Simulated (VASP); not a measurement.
Crystal: CdTe, the end point of a relaxation with VASP Kohn-Sham DFT of a periodic cell, LDA, VASP PAW LDA potentials, recommended (VASP).

Space group F-43m (No. 216). a = 6.421 Å, b = 6.421 Å, c = 6.421 Å, α = 90.00°, β = 90.00°, γ = 90.00°
```json
{"atom": "Te", "site": "4c", "symmetry": "-43m", "x": "0.2500", "y": "0.7500", "z": "0.7500"}
{"atom": "Cd", "site": "4a", "symmetry": "-43m", "x": "0.0000", "y": "0.0000", "z": "0.0000"}
```

What does its first Brillouin zone look like, and which path through it is standard?

Answer. It has a face-centred cubic lattice (cF; extended symbol cF2). The zone is a truncated octahedron in its combinatorial type: 14 faces (6 with 4 edges, 8 with 6 edges), 36 edges, 24 vertices. Path: Γ–X–U | K–Γ–L–W–X.

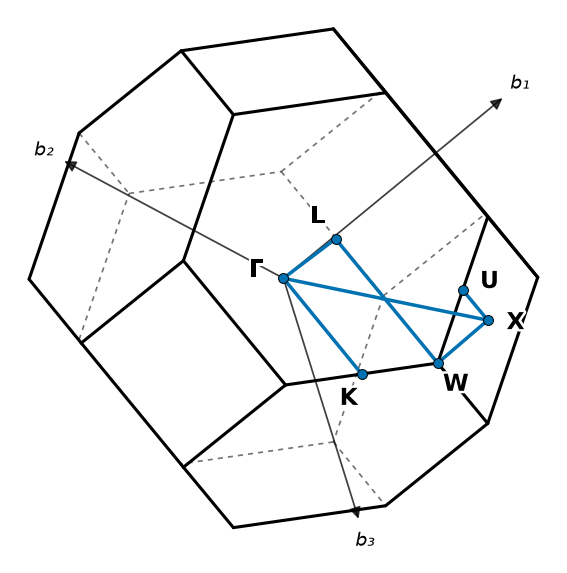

Labels and path follow the convention of Hinuma et al. (2017), as computed by seekpath; the arrows show the directions of the reciprocal primitive vectors b₁, b₂, b₃, in which coordinates are given; lengths include the factor 2π.

```csv
point,k₁,k₂,k₃,length of k (1/Å)
Γ,0,0,0,0.000
X,1/2,0,1/2,0.979
L,1/2,1/2,1/2,0.848
W,1/2,1/4,3/4,1.094
K,3/8,3/8,3/4,1.038
U,5/8,1/4,5/8,1.038
```
